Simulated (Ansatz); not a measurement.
Structure (in its standard cell), the geometry relaxed with DFT PBE, scalar-relativistic, plane waves, PAW (Ansatz); the starting structure was generated, so it need not be a known form of this composition:

Space group P4/mmm (No. 123). a = 3.635 Å, b = 3.635 Å, c = 6.229 Å, α = 90.00°, β = 90.00°, γ = 90.00°
| atom | site | symmetry | x | y | z |
| --- | --- | --- | --- | --- | --- |
| Rh | 4i | 2mm. | 0.5000 | 0.0000 | 0.3028 |
| Rh | 1a | 4/mmm | 0.0000 | 0.0000 | 0.0000 |

What does the kinematic electron diffraction pattern along [001] look like at 80 kV (B = 0.5 Å²)?

The spots form a square net with both shortest vectors at d = 3.63 Å, 90.0° apart. They are 1 0 0 and 0 1 0. The pattern has symmetry 4mm. No reflection of this zone is absent.

Strongest reflections with d > 1.04 Å, one of each family (|F|² from tabulated Gaussian fits of the electron scattering factors, times a small damping for the curvature of the Ewald sphere):

| hkl | d (Å) | I (strongest = 100) |
| --- | --- | --- |
| 2 0 0 | 1.817 | 100 |
| 1 1 0 | 2.570 | 65 |
| 2 2 0 | 1.285 | 45 |
| 3 1 0 | 1.149 | 12 |
| 1 0 0 | 3.635 | 11 |
| 2 1 0 | 1.626 | 3 |

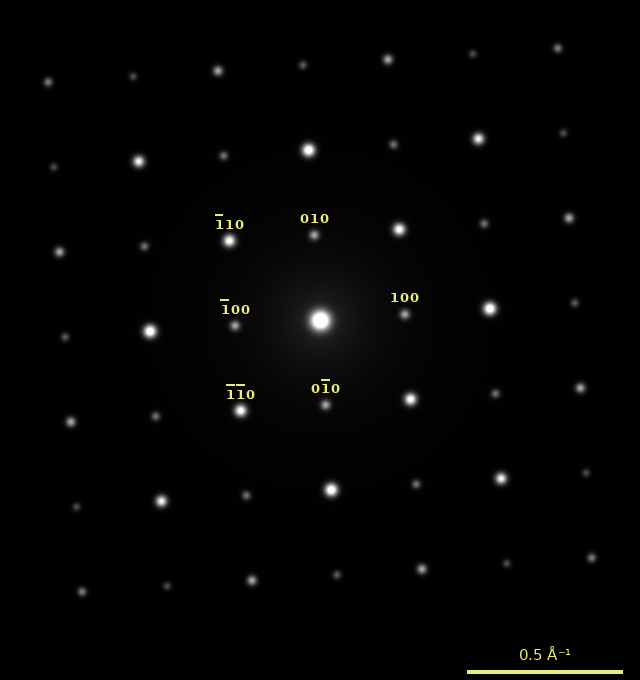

Calculated pattern, seen from the source side with [001] pointing towards the source.
